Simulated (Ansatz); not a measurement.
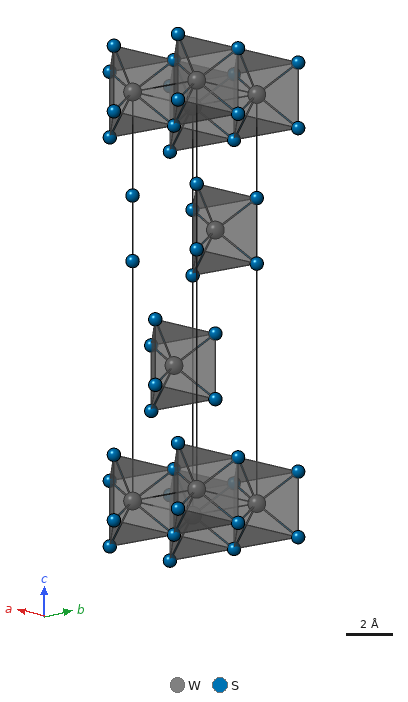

*The starting structure (polyhedral view of the cell 3 times as large as that of the calculation, set on its symmetry axes, seen at an oblique angle; polyhedra are completed across the faces of the cell). An atom can appear more than once, as a periodic image.*

Run report: WS2, geometry relaxation (part 1 of 2)

System: WS2 (R3m, 3 atoms in the cell).
Method: DFT PBEsol, scalar-relativistic, plane waves, PAW, no spin polarisation (Ansatz 0.2.0).

The structure derives from a Materials Project entry.

Input:
```yaml
crystal:
  lattice:
    - [1.5924332554, 0.9193917687, 6.4898005779]
    - [-1.5924332554, 0.9193917687, 6.4898005779]
    - [0.0, -1.8387835373, 6.4898005779]
  atoms:
    - { symbol: W, position: [0.00066787, 0.00066787, 0.00066787] }
    - { symbol: S, position: [0.41411232, 0.41411232, 0.41411232] }
    - { symbol: S, position: [0.25391981, 0.25391981, 0.25391981] }
basis:
  ecutwfc: 420
kpoints:
  mp_grid: { grid: [12, 12, 12] }
hamiltonian:
  xc: pbesol
scf:
  occupations: { method: gaussian, width: 0.02 }
output:
  forces: true
  stress: true
  eigenvalues: true
  write_density: true
  write_potential: true
  elf: true
  volumetric_format: npy
relax:
  adjacent_minimum: "off"
  f_tol: 0.005
  max_steps: 80
  cell: { stress_tol: 0.05 }
```

Hardware: 2 threads of Intel Xeon (Sapphire Rapids), 32 GiB of memory available, shared host.

Launched with:
```bash
ansatz run input.yaml --threads 2 --pin off --max-ram 5120MiB --backend cpu --events-out ev --progress --plain --runs-dir out
```

What the program printed:
```
basis.fft_grid_basis auto: the FFT boxes are laid along the combinations [[1, -1, 0], [0, 1, 0], [0, -1, 1]] of the cell's own vectors, 3.185, 6.745 and 3.185 Å long. The dense box has 24×48×24 points. Along the cell's own vectors, as sized, it would have 48×48×48, 4.00 times as many. Of the 6 symmetry operations that the crystal satisfies within crystal.symmetry.tolerance (time reversal apart; of a slab, those that keep its plane) the dense box along the cell's own vectors carries 6, and the one as laid loses 4 of those. basis.fft_grid_basis: typed keeps the cell's own vectors: state it where this run's energies or levels are differenced outside the engine with another run's, or held beside a run that keeps those vectors. Those combinations have planes normal to reciprocal vector 3, as the cell's own vectors have. Each planar average written beside output.write_density, output.write_potential has a row for each plane of the box: 24. The volumetric files lie along those combinations, not along the cell's own vectors: a cube or XSF file states them, and fields.json those of NumPy files.
Engine: ansatz 0.2.0, x86_64-unknown-linux-gnu
Pseudopotentials: kind: paw
Pseudopotential: W, paw, valence charge 14, recommended cutoff 420 eV (normal), W.paw.azcp
Pseudopotential: S, paw, valence charge 6, recommended cutoff 420 eV (normal), S.paw.azcp
Functional definition: PBEsol
  exchange = pbesol_x
  correlation = pbesol_c
Crystal: 3 atoms, lattice volume = 57.009 Å³
Basis set: ecut = 420 eV, 1155 PW (Γ), FFT grids on a1−a2, a2, −a2+a3, exchange–correlation on 48×96×48 points (8 copies of the dense FFT grid, shifted against one another)
Bands: 17, of which v1, the nominal top of the filled ones, is band 13 counted from 1 (12 counted from 0)
Symmetry: 6 space group operations
Space group: R3m (ITA 160), of the structure as read, at distance tolerance 3.8e-5 Å
k-points: 189 of 1728 (time reversal used)
Non-local potential: W, projectors of the file, l = 0: 3, l = 1: 2, l = 2: 2, l = 3: 1
Non-local potential: S, projectors of the file, l = 0: 2, l = 1: 2, l = 2: 2
PAW form: soft (Blöchl's): semilocal exchange-correlation on the pseudo side does not see the compensation charge
PAW frozen core: W, regenerated for the run's functional, and the local potential with it (the file was generated under x = pbe(κ = 0.804, μ = 0.2195149727645171), c = pbe(β = 0.06672455060314922))
PAW frozen core: S, regenerated for the run's functional, and the local potential with it (the file was generated under x = pbe(κ = 0.804, μ = 0.2195149727645171), c = pbe(β = 0.06672455060314922))
PAW one-centre angular grid: W, 590 points (default); XC on 64 Gauss nodes
PAW one-centre angular grid: S, 110 points (default); XC on 64 Gauss nodes
Initial density: superposition of atomic densities (neutral atoms: chi_scale 0, normalization atom), corrected by the library's trained network
Initial wavefunctions: pseudopotential atomic-orbital guess
Functional: x = pbesol(κ = 0.804, μ = 0.12345679012345678), c = pbesol(β = 0.046)
SCF iter   1: F=—  HF=-12029.070838 eV  |F-HF|=—  |Δ(HF+E_count)|=         —  Δρ=8.73e-3  dr2=8.75e-2  ethr=1.77e-3  ⟨swp⟩=6.0  Hψ=19102  notcnv=0
preconditioner: auto → none  [insulator: Δε(μ)=1.139 eV  Ē_g=8.671 eV  σ=0.020 eV  W_gap=1.00  n_scr=16 (ndim 8)  ℏωp=20.9 eV  f_vac=0.047  D(μ)=0.00/eV (n_scr^D=0)  ε∞_Penn≈6.8]
SCF iter   2: F=—  HF=-12029.103416 eV  |F-HF|=—  |Δ(HF+E_count)|=   3.26e-2  Δρ=1.15e-2  dr2=2.73e-1  ethr=3.37e-4  ⟨swp⟩=3.4  Hψ=7548  notcnv=0  recentre
SCF iter   3: F=—  HF=-12029.059155 eV  |F-HF|=—  |Δ(HF+E_count)|=   4.43e-2  Δρ=3.21e-3  dr2=4.17e-3  ethr=3.37e-4  ⟨swp⟩=3.0  Hψ=5704  notcnv=0
SCF iter   4: F=—  HF=-12029.060481 eV  |F-HF|=—  |Δ(HF+E_count)|=   1.33e-3  Δρ=8.55e-4  dr2=1.79e-4  ethr=1.60e-5  ⟨swp⟩=2.4  Hψ=6281  notcnv=0
SCF iter   5: F=—  HF=-12029.060657 eV  |F-HF|=—  |Δ(HF+E_count)|=   1.75e-4  Δρ=2.85e-4  dr2=5.29e-5  ethr=6.89e-7  ⟨swp⟩=2.0  Hψ=4627  notcnv=0
SCF iter   6: F=—  HF=-12029.060653 eV  |F-HF|=—  |Δ(HF+E_count)|=   3.32e-6  Δρ=1.40e-4  dr2=1.85e-5  ethr=2.03e-7  ⟨swp⟩=2.0  Hψ=4651  notcnv=0
SCF iter   7: F=—  HF=-12029.060654 eV  |F-HF|=—  |Δ(HF+E_count)|=   4.59e-7  Δρ=6.25e-5  dr2=3.52e-6  ethr=7.10e-8  ⟨swp⟩=1.1  Hψ=3233  notcnv=0
SCF iter   8: F=—  HF=-12029.060654 eV  |F-HF|=—  |Δ(HF+E_count)|=   3.67e-7  Δρ=1.37e-5  dr2=1.09e-7  ethr=1.35e-8  ⟨swp⟩=2.5  Hψ=4333  notcnv=0
SCF iter   9: F=-12029.060654 eV  HF=-12029.060654 eV  |F-HF|=1.97e-9  |Δ(HF+E_count)|=   4.93e-8  Δρ=2.26e-6  dr2=1.61e-9  ethr=3.85e-10  ⟨swp⟩=9.7  Hψ=21156  notcnv=0
SCF 1 converged in 9 iterations: F = -12029.060654 eV  dr2 = 1.61e-9
  greatest PAW one-centre occupation: 1.000 electrons in one spin orbital (limit 2), on the W atom at site 0 (counted from 0), in its partial waves of l = 0
relax step   1: F+E_penalty+E_count = -12029.06065411 eV  Δ(F+E_penalty+E_count) = +0.000e0 eV  max|allowed force component| = 1.161e-1 eV/Å  Δτ_max = 0.0000 Å  P = -2.883 GPa  Ω = 57.009 Å³  (9 SCF iters, dr2 threshold 1.00e-7 eV, accepted)
Crystal: 3 atoms, lattice volume = 53.449 Å³
Basis set: ecut = 420 eV, 1047 PW (Γ), FFT grids on a1−a2, a2, −a2+a3, exchange–correlation on 48×96×48 points (8 copies of the dense FFT grid, shifted against one another)
Initial density: handed on by an earlier stage of this run
Initial wavefunctions: those handed on with the density
iter 1 solved again at ethr=2.50e-4 eV; its pass at ethr=3.10e-3 eV (dr2=6.50e-2 eV) is discarded
SCF iter   1: F=—  HF=-12029.055592 eV  |F-HF|=—  |Δ(HF+E_count)|=         —  Δρ=5.41e-3  dr2=6.68e-2  ethr=2.50e-4  ⟨swp⟩=1.0  Hψ=20681  notcnv=0
preconditioner: auto → none  [insulator: Δε(μ)=1.231 eV  Ē_g=8.937 eV  σ=0.020 eV  W_gap=1.00  n_scr=10 (ndim 8)  ℏωp=21.5 eV  f_vac=0.019  D(μ)=0.00/eV (n_scr^D=0)  ε∞_Penn≈6.8]
SCF iter   2: F=—  HF=-12029.078435 eV  |F-HF|=—  |Δ(HF+E_count)|=   2.28e-2  Δρ=1.03e-2  dr2=2.27e-1  ethr=2.50e-4  ⟨swp⟩=3.1  Hψ=6009  notcnv=0  recentre
SCF iter   3: F=—  HF=-12029.043865 eV  |F-HF|=—  |Δ(HF+E_count)|=   3.46e-2  Δρ=2.28e-3  dr2=4.74e-3  ethr=2.50e-4  ⟨swp⟩=3.0  Hψ=6349  notcnv=0
SCF iter   4: F=—  HF=-12029.042949 eV  |F-HF|=—  |Δ(HF+E_count)|=   9.16e-4  Δρ=8.18e-4  dr2=1.60e-4  ethr=1.82e-5  ⟨swp⟩=2.0  Hψ=5008  notcnv=0
SCF iter   5: F=—  HF=-12029.042964 eV  |F-HF|=—  |Δ(HF+E_count)|=   1.45e-5  Δρ=1.09e-4  dr2=6.63e-6  ethr=6.14e-7  ⟨swp⟩=2.6  Hψ=5430  notcnv=0
SCF iter   6: F=—  HF=-12029.042963 eV  |F-HF|=—  |Δ(HF+E_count)|=   1.22e-6  Δρ=3.48e-5  dr2=1.21e-6  ethr=2.55e-8  ⟨swp⟩=2.1  Hψ=4747  notcnv=0
SCF iter   7: F=—  HF=-12029.042963 eV  |F-HF|=—  |Δ(HF+E_count)|=   3.12e-8  Δρ=2.45e-5  dr2=1.10e-6  ethr=1.15e-9  ⟨swp⟩=11.9  Hψ=27326  notcnv=0
SCF iter   8: F=-12029.042962 eV  HF=-12029.042962 eV  |F-HF|=8.74e-9  |Δ(HF+E_count)|=   1.91e-7  Δρ=4.54e-6  dr2=1.52e-8  ethr=1.15e-9  ⟨swp⟩=8.6  Hψ=23320  notcnv=0
SCF 2 converged in 8 iterations: F = -12029.042962 eV  dr2 = 1.52e-8
relax step   2: F+E_penalty+E_count = -12029.04296236 eV  Δ(F+E_penalty+E_count) = +1.769e-2 eV  max|allowed force component| = 2.364e-1 eV/Å  Δτ_max = 0.0483 Å  P = +2.311 GPa  Ω = 53.449 Å³  energy of the carried Pulay correction = +5.362e-4 eV  (8 SCF iters, dr2 threshold 3.00e-7 eV, rejected (line search))
Crystal: 3 atoms, lattice volume = 55.412 Å³
Basis set: ecut = 420 eV, 1077 PW (Γ), FFT grids on a1−a2, a2, −a2+a3, exchange–correlation on 48×96×48 points (8 copies of the dense FFT grid, shifted against one another)
iter 1 solved again at ethr=8.09e-5 eV; its pass at ethr=3.10e-3 eV (dr2=2.10e-2 eV) is discarded
SCF iter   1: F=—  HF=-12029.080433 eV  |F-HF|=—  |Δ(HF+E_count)|=         —  Δρ=3.16e-3  dr2=2.16e-2  ethr=8.09e-5  ⟨swp⟩=1.1  Hψ=20609  notcnv=0
preconditioner: auto → none  [insulator: Δε(μ)=1.219 eV  Ē_g=8.854 eV  σ=0.020 eV  W_gap=1.00  n_scr=16 (ndim 8)  ℏωp=21.2 eV  f_vac=0.031  D(μ)=0.00/eV (n_scr^D=0)  ε∞_Penn≈6.7]
SCF iter   2: F=—  HF=-12029.086329 eV  |F-HF|=—  |Δ(HF+E_count)|=   5.90e-3  Δρ=5.57e-3  dr2=6.46e-2  ethr=8.09e-5  ⟨swp⟩=3.0  Hψ=5914  notcnv=0  recentre
SCF iter   3: F=—  HF=-12029.076512 eV  |F-HF|=—  |Δ(HF+E_count)|=   9.82e-3  Δρ=1.41e-3  dr2=1.98e-3  ethr=8.09e-5  ⟨swp⟩=3.0  Hψ=5761  notcnv=0
SCF iter   4: F=—  HF=-12029.076133 eV  |F-HF|=—  |Δ(HF+E_count)|=   3.79e-4  Δρ=4.91e-4  dr2=6.14e-5  ethr=7.61e-6  ⟨swp⟩=1.4  Hψ=4646  notcnv=0
SCF iter   5: F=—  HF=-12029.076133 eV  |F-HF|=—  |Δ(HF+E_count)|=   1.65e-7  Δρ=6.65e-5  dr2=2.78e-6  ethr=2.36e-7  ⟨swp⟩=2.3  Hψ=5175  notcnv=0
SCF iter   6: F=—  HF=-12029.076133 eV  |F-HF|=—  |Δ(HF+E_count)|=   4.86e-7  Δρ=3.60e-5  dr2=2.18e-6  ethr=1.07e-8  ⟨swp⟩=2.0  Hψ=4782  notcnv=0
SCF iter   7: F=—  HF=-12029.076132 eV  |F-HF|=—  |Δ(HF+E_count)|=   3.69e-7  Δρ=1.71e-5  dr2=2.10e-7  ethr=8.40e-9  ⟨swp⟩=2.0  Hψ=4268  notcnv=0
SCF iter   8: F=—  HF=-12029.076132 eV  |F-HF|=—  |Δ(HF+E_count)|=   2.46e-8  Δρ=4.05e-6  dr2=8.62e-9  ethr=8.07e-10  ⟨swp⟩=2.4  Hψ=4645  notcnv=0
SCF iter   9: F=—  HF=-12029.076132 eV  |F-HF|=—  |Δ(HF+E_count)|=  6.37e-10  Δρ=6.76e-7  dr2=1.56e-10  ethr=3.32e-11  ⟨swp⟩=2.4  Hψ=5059  notcnv=0
SCF iter  10: F=-12029.076132 eV  HF=-12029.076132 eV  |F-HF|=3.64e-12  |Δ(HF+E_count)|=  6.37e-11  Δρ=1.84e-7  dr2=1.49e-11  ethr=1.00e-12  ⟨swp⟩=7.2  Hψ=16897  notcnv=0
SCF 3 converged in 10 iterations: F = -12029.076132 eV  dr2 = 1.49e-11
relax step   3: F+E_penalty+E_count = -12029.07613212 eV  Δ(F+E_penalty+E_count) = -1.548e-2 eV  max|allowed force component| = 6.108e-2 eV/Å  Δτ_max = 0.0191 Å  P = -0.500 GPa  Ω = 55.412 Å³  energy of the carried Pulay correction = +2.363e-4 eV  (10 SCF iters, accepted)
Crystal: 3 atoms, lattice volume = 55.126 Å³
Basis set: ecut = 420 eV, 1059 PW (Γ), FFT grids on a1−a2, a2, −a2+a3, exchange–correlation on 48×96×48 points (8 copies of the dense FFT grid, shifted against one another)
iter 1 solved again at ethr=7.73e-7 eV; its pass at ethr=3.10e-3 eV (dr2=2.01e-4 eV) is discarded
SCF iter   1: F=—  HF=-12029.076588 eV  |F-HF|=—  |Δ(HF+E_count)|=         —  Δρ=4.08e-4  dr2=1.90e-4  ethr=7.73e-7  ⟨swp⟩=2.5  Hψ=19913  notcnv=0
preconditioner: auto → none  [insulator: Δε(μ)=1.194 eV  Ē_g=8.860 eV  σ=0.020 eV  W_gap=1.00  n_scr=16 (ndim 8)  ℏωp=21.2 eV  f_vac=0.027  D(μ)=0.00/eV (n_scr^D=0)  ε∞_Penn≈6.7]
SCF iter   2: F=—  HF=-12029.076617 eV  |F-HF|=—  |Δ(HF+E_count)|=   2.95e-5  Δρ=4.65e-4  dr2=4.34e-4  ethr=7.31e-7  ⟨swp⟩=2.0  Hψ=4533  notcnv=0
SCF iter   3: F=—  HF=-12029.076554 eV  |F-HF|=—  |Δ(HF+E_count)|=   6.33e-5  Δρ=1.71e-4  dr2=3.36e-5  ethr=7.31e-7  ⟨swp⟩=2.0  Hψ=4522  notcnv=0
SCF iter   4: F=—  HF=-12029.076549 eV  |F-HF|=—  |Δ(HF+E_count)|=   5.02e-6  Δρ=5.92e-5  dr2=1.19e-6  ethr=1.29e-7  ⟨swp⟩=2.3  Hψ=4128  notcnv=0
SCF iter   5: F=-12029.076549 eV  HF=-12029.076549 eV  |F-HF|=2.31e-9  |Δ(HF+E_count)|=   2.85e-9  Δρ=8.45e-6  dr2=2.23e-8  ethr=1.15e-9  ⟨swp⟩=11.6  Hψ=26438  notcnv=0
SCF 4 converged in 5 iterations: F = -12029.076549 eV  dr2 = 2.23e-8
relax step   4: F+E_penalty+E_count = -12029.07654887 eV  Δ(F+E_penalty+E_count) = -4.168e-4 eV  max|allowed force component| = 1.364e-2 eV/Å  Δτ_max = 0.0041 Å  P = -0.068 GPa  Ω = 55.126 Å³  energy of the carried Pulay correction = +2.794e-4 eV  (5 SCF iters, dr2 threshold 3.00e-7 eV, accepted)
Crystal: 3 atoms, lattice volume = 54.916 Å³
iter 1 solved again at ethr=3.32e-7 eV; its pass at ethr=3.10e-3 eV (dr2=8.64e-5 eV) is discarded
SCF iter   1: F=—  HF=-12029.076713 eV  |F-HF|=—  |Δ(HF+E_count)|=         —  Δρ=4.14e-4  dr2=7.21e-5  ethr=3.32e-7  ⟨swp⟩=3.4  Hψ=21452  notcnv=0
preconditioner: auto → none  [insulator: Δε(μ)=1.175 eV  Ē_g=8.868 eV  σ=0.020 eV  W_gap=1.00  n_scr=16 (ndim 8)  ℏωp=21.3 eV  f_vac=0.025  D(μ)=0.00/eV (n_scr^D=0)  ε∞_Penn≈6.7]
SCF iter   2: F=—  HF=-12029.076702 eV  |F-HF|=—  |Δ(HF+E_count)|=   1.01e-5  Δρ=2.00e-4  dr2=2.78e-5  ethr=2.77e-7  ⟨swp⟩=2.0  Hψ=4546  notcnv=0
SCF iter   3: F=—  HF=-12029.076708 eV  |F-HF|=—  |Δ(HF+E_count)|=   5.79e-6  Δρ=1.83e-4  dr2=5.92e-5  ethr=1.07e-7  ⟨swp⟩=2.0  Hψ=4533  notcnv=0
SCF iter   4: F=—  HF=-12029.076699 eV  |F-HF|=—  |Δ(HF+E_count)|=   9.19e-6  Δρ=5.93e-5  dr2=1.26e-6  ethr=1.07e-7  ⟨swp⟩=2.0  Hψ=4394  notcnv=0
SCF iter   5: F=-12029.076699 eV  HF=-12029.076699 eV  |F-HF|=1.01e-9  |Δ(HF+E_count)|=   4.96e-9  Δρ=9.76e-6  dr2=3.28e-8  ethr=5.13e-10  ⟨swp⟩=8.3  Hψ=24179  notcnv=0
SCF 5 converged in 5 iterations: F = -12029.076699 eV  dr2 = 3.28e-8
relax step   5: F+E_penalty+E_count = -12029.07669903 eV  Δ(F+E_penalty+E_count) = -1.502e-4 eV  max|allowed force component| = 9.435e-3 eV/Å  Δτ_max = 0.0049 Å  P = +0.075 GPa  Ω = 54.916 Å³  energy of the carried Pulay correction = +3.111e-4 eV  (5 SCF iters, dr2 threshold 1.33e-7 eV, accepted)
Crystal: 3 atoms, lattice volume = 54.772 Å³
iter 1 solved again at ethr=2.78e-7 eV; its pass at ethr=3.10e-3 eV (dr2=7.24e-5 eV) is discarded
SCF iter   1: F=—  HF=-12029.076782 eV  |F-HF|=—  |Δ(HF+E_count)|=         —  Δρ=4.00e-4  dr2=5.87e-5  ethr=2.78e-7  ⟨swp⟩=3.3  Hψ=20713  notcnv=0
preconditioner: auto → none  [insulator: Δε(μ)=1.158 eV  Ē_g=8.865 eV  σ=0.020 eV  W_gap=1.00  n_scr=16 (ndim 8)  ℏωp=21.3 eV  f_vac=0.024  D(μ)=0.00/eV (n_scr^D=0)  ε∞_Penn≈6.8]
SCF iter   2: F=—  HF=-12029.076778 eV  |F-HF|=—  |Δ(HF+E_count)|=   3.99e-6  Δρ=1.90e-4  dr2=2.43e-5  ethr=2.26e-7  ⟨swp⟩=2.0  Hψ=4775  notcnv=0
SCF iter   3: F=—  HF=-12029.076782 eV  |F-HF|=—  |Δ(HF+E_count)|=   3.65e-6  Δρ=1.82e-4  dr2=5.24e-5  ethr=9.36e-8  ⟨swp⟩=2.1  Hψ=4827  notcnv=0
SCF iter   4: F=—  HF=-12029.076774 eV  |F-HF|=—  |Δ(HF+E_count)|=   7.94e-6  Δρ=4.78e-5  dr2=6.94e-7  ethr=9.36e-8  ⟨swp⟩=2.0  Hψ=4361  notcnv=0
SCF iter   5: F=—  HF=-12029.076774 eV  |F-HF|=—  |Δ(HF+E_count)|=   3.07e-8  Δρ=9.07e-6  dr2=3.58e-8  ethr=2.67e-9  ⟨swp⟩=2.1  Hψ=4638  notcnv=0
SCF iter   6: F=—  HF=-12029.076774 eV  |F-HF|=—  |Δ(HF+E_count)|=   1.35e-8  Δρ=5.13e-6  dr2=6.10e-8  ethr=9.58e-11  ⟨swp⟩=9.4  Hψ=21160  notcnv=0
SCF iter   7: F=-12029.076774 eV  HF=-12029.076774 eV  |F-HF|=1.55e-10  |Δ(HF+E_count)|=   1.18e-8  Δρ=9.28e-7  dr2=3.74e-10  ethr=9.58e-11  ⟨swp⟩=7.2  Hψ=20948  notcnv=0
SCF 6 converged in 7 iterations: F = -12029.076774 eV  dr2 = 3.74e-10
relax step   6: F+E_penalty+E_count = -12029.07677367 eV  Δ(F+E_penalty+E_count) = -7.464e-5 eV  max|allowed force component| = 7.435e-5 eV/Å  Δτ_max = 0.0051 Å  P = -0.006 GPa  Ω = 54.772 Å³  energy of the carried Pulay correction = +3.329e-4 eV  (7 SCF iters, dr2 threshold 2.49e-8 eV, accepted)
Basis set: ecut = 420 eV, 1059 PW (Γ), FFT grids on a1−a2, a2, −a2+a3, exchange–correlation on 48×90×48 points (8 copies of the dense FFT grid, shifted against one another)
Initial wavefunctions: pseudopotential atomic-orbital guess (no wavefunctions were taken with the density)
iter 1 solved again at ethr=4.13e-7 eV; its pass at ethr=3.10e-3 eV (dr2=1.07e-4 eV) is discarded
```
